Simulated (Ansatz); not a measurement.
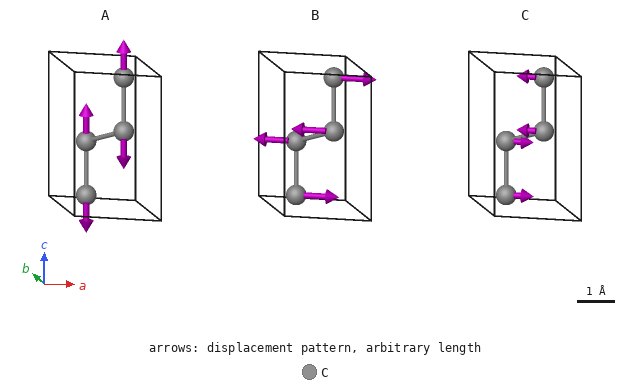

Modes of solid C relaxed at 22 GPa, space group P6₃/mmc (No. 194), at the zone centre (one member of each degenerate set). Displacements are drawn as purple arrows; their common scale and sign are arbitrary. A ball-and-stick model of the cell of the calculation, seen slightly off an axis.

Computed with DFT LDA, scalar-relativistic, plane waves, PAW (Ansatz 0.2.0).

Frequencies are those without the non-analytic (LO–TO) term.

Question: Which are infrared-active and which Raman-active?

Answer: A is A₁g, Raman-active by symmetry (1358 cm⁻¹). B is E₂u, silent by symmetry (neither infrared- nor Raman-active) (534 cm⁻¹). C is E₂g, Raman-active by symmetry (1280 cm⁻¹). The crystal has a centre of inversion, so no mode is both.
